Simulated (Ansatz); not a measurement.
**A series of single points on Zr**

System: Zr (P6₃/mmc, 2 atoms in the cell).
Method: DFT, PBE, all-electron LAPW, scalar-relativistic, no spin polarisation (Ansatz 0.2.0).

The 6 runs differ only in the geometry, by a strain of the cell at fixed fractional positions. Against run 4, the strain is εzz = η. The structure derives from an entry of the Crystallography Open Database.

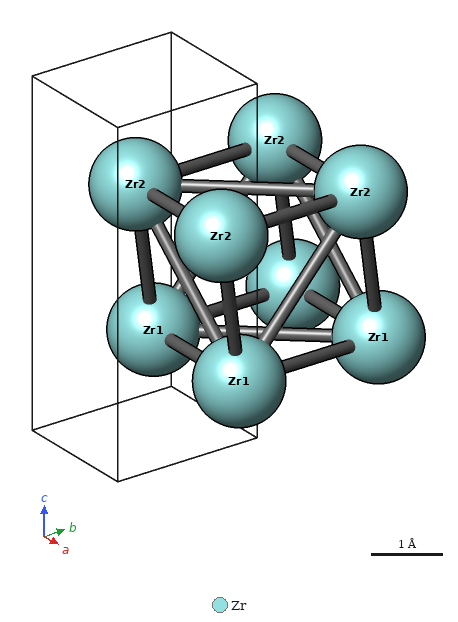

Figure 1. The structure of run 4 (ball-and-stick view of the cell of the calculation, repeated 2 × 2 × 1, seen slightly off an axis; atoms are numbered from 1 in the order of the input).

**Input of run 4**
```yaml
crystal:
  lattice:
    - [3.2319982225, 0.0, 0.0]
    - [-1.6159991112, 2.7989925656, 0.0]
    - [0.0, 0.0, 5.19847]
  atoms:
    - { symbol: Zr, position: [0.3333333333, 0.6666666667, 0.25] }
    - { symbol: Zr, position: [0.6666666667, 0.3333333333, 0.75] }
kpoints:
  mp_grid: { grid: [13, 13, 7] }
  band_path:
    path:
      - [0.0, 0.0, 0.0]
      - [0.5, 0.0, 0.0]
      - [0.3333333333, 0.3333333333, 0.0]
      - [0.0, 0.0, 0.0]
      - [0.0, 0.0, 0.5]
      - [0.5, 0.0, 0.5]
      - [0.3333333333, 0.3333333333, 0.5]
      - [0.0, 0.0, 0.5]
      - [0.5, 0.0, 0.5]
    npoints: 5
scf:
  occupations: { method: fermi_dirac, width: 0.08 }
hamiltonian:
  xc: pbe
  pseudopotentials: { kind: all_electron, lapw: { basis_error: 0.001 } }
output:
  forces: true
  stress: true
  eigenvalues: true
```

Command:
```bash
ansatz run input.yaml --threads 1 --pin off --max-ram 3072MiB --backend cpu --events-out ev --progress --plain --runs-dir out
```

Run 5 differs from it as follows:
```diff
-    - [0.0, 0.0, 5.19847]
+    - [0.0, 0.0, 5.24994]
```

**Results, with one run withheld**

```tsv
run	strain parameter η (%)	free energy per atom, from the lowest run given (meV)	pressure (GPa)
1	−3.9604	15.88	3.75
2	−2.9703	8.02	2.62
3	−1.9802	2.85	1.54
4	0.0000	0.00	−0.47
5	0.9901	?	?
6	1.9802	6.31	−2.28
```

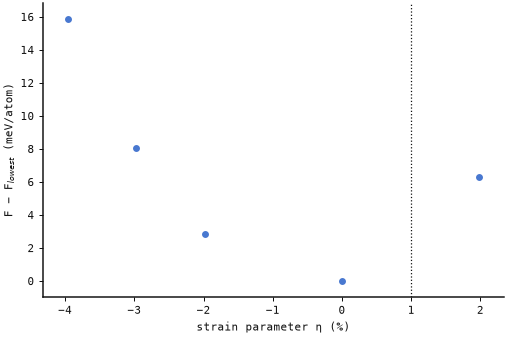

Figure 2. Free energy per atom of the runs given; the dotted line marks run 5.

Fit the runs given and predict run 5.

A cubic polynomial in the coordinate, fitted to the 5 runs given, misses them by under 0.01 meV per atom. With x = η + 1.3861, it reads F = 0.96989 − 2.4019 x + 1.2595 x² − 0.02221 x³ (meV per atom). At run 5 it gives 2.08 meV per atom, and the run itself gives 2.07. The fit has its minimum at η = −0.4072 %.

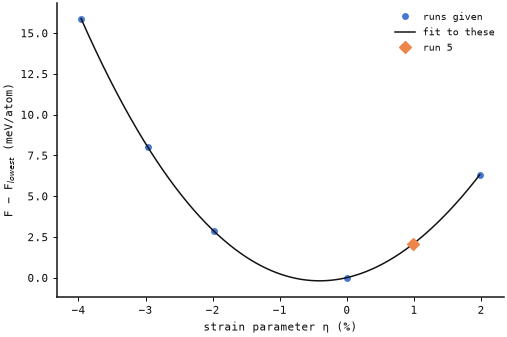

Figure 3. The fit and the withheld run.

**Output, shortened to warnings, some set-up lines, iterations and results (run 5)**
```
Basis set: ecut = 169.57553085986052 eV, 245 PW (Γ), exchange–correlation at level 2
Symmetry: 24 space group operations
k-points: 84 of 1183
Initial density: superposition of atomic densities (chi_scale 0.1, normalization cell)
[...]
SCF iter   1: F=—  HF=-195854.411762 eV  |F-HF|=—  |Δ(HF+E_count)|=         —  Δρ=1.83e-2  dr2=1.49e-1  ethr=3.34e-4  ⟨swp⟩=2.7  Hψ=15115  notcnv=0
SCF iter   2: F=—  HF=-195854.251970 eV  |F-HF|=—  |Δ(HF+E_count)|=   1.60e-1  Δρ=1.07e-2  dr2=5.87e-2  ethr=3.34e-4  ⟨swp⟩=2.0  Hψ=7278  notcnv=0
SCF iter   3: F=—  HF=-195854.241736 eV  |F-HF|=—  |Δ(HF+E_count)|=   1.02e-2  Δρ=5.80e-3  dr2=1.90e-2  ethr=1.33e-4  ⟨swp⟩=2.0  Hψ=7070  notcnv=0
SCF iter   4: F=—  HF=-195854.240257 eV  |F-HF|=—  |Δ(HF+E_count)|=         —  Δρ=1.64e-3  dr2=1.71e-3  ethr=3.89e-6  ⟨swp⟩=2.0  Hψ=11785  notcnv=0
SCF iter   5: F=—  HF=-195854.240112 eV  |F-HF|=—  |Δ(HF+E_count)|=   1.45e-4  Δρ=4.20e-4  dr2=1.06e-4  ethr=3.88e-6  ⟨swp⟩=2.0  Hψ=7075  notcnv=0
SCF iter   6: F=—  HF=-195854.240116 eV  |F-HF|=—  |Δ(HF+E_count)|=   4.43e-6  Δρ=1.54e-4  dr2=1.46e-5  ethr=2.41e-7  ⟨swp⟩=2.0  Hψ=7074  notcnv=0
SCF iter   7: F=—  HF=-195854.240116 eV  |F-HF|=—  |Δ(HF+E_count)|=   5.28e-7  Δρ=2.27e-5  dr2=3.79e-7  ethr=3.32e-8  ⟨swp⟩=2.0  Hψ=7074  notcnv=0
SCF iter   8: F=-195854.240116 eV  HF=-195854.240116 eV  |F-HF|=6.93e-9  |Δ(HF+E_count)|=   1.19e-8  Δρ=8.92e-6  dr2=4.22e-8  ethr=8.60e-10  ⟨swp⟩=2.1  Hψ=7087  notcnv=0
SCF 1 converged in 8 iterations: F = -195854.240116 eV  dr2 = 4.22e-8
NSCF: frozen V_eff on 41 k-points
SCF converged after 8 iterations
Free energy (F): -195854.240116 eV
Harris-Foulkes:  -195854.240116 eV  (|F-HF|=6.93e-9)
Internal energy: -195854.194865 eV  (E = F + TS)
E sigma→0 (E₀):  -195854.217491 eV
Entropy (-TS):   -0.045250 eV (-22.625 meV/atom)
Fermi energy:    15.399836 eV
--- Per-component energies (eV) ---
  E_band       = -3227.758544
  E_kinetic    = 202297.842064
  E_xc         = -6221.291203
  E_electrostatic = -391930.745726  (all electrons and nuclei)
  E_smearing   = -0.045250  (= −TS)
  E_closure    = 0.000000  (closes the sum)
  E_atoms      = -195839.623081  (free atoms, spherical and without spin; not in F)
  Σ components = -195854.240116   (vs F -195854.240116, Δ=0.00e0)
  Basis errors (estimates in eV, not in F): energy 1.6e-4 per atom: plane waves 1.2e-4 (5.9e-5 summed), levels above the bands 8.3e-15, relativity 5.6e-8, radial functions 4.2e-5, core shells 4.1e-7; eigenvalues (radial functions only) 9.9e-7; not estimated: angular momenta, meshes, grids; target …
--- Forces (eV/Å), atoms counted from 1 ---
  atom   1  Zr    -0.00000000    -0.00000000     0.00000000
  atom   2  Zr     0.00000000     0.00000000     0.00000000
  max |Σ_I F_I| component: 5.55e-17 eV/Å
--- Stress (GPa, compression-positive) ---
       -1.001029       0.000000       0.000000
        0.000000      -1.001029       0.000000
        0.000000       0.000000      -2.186569
  P = ⅓ Tr σ = -1.3962 GPa (-13.962 kbar)
```
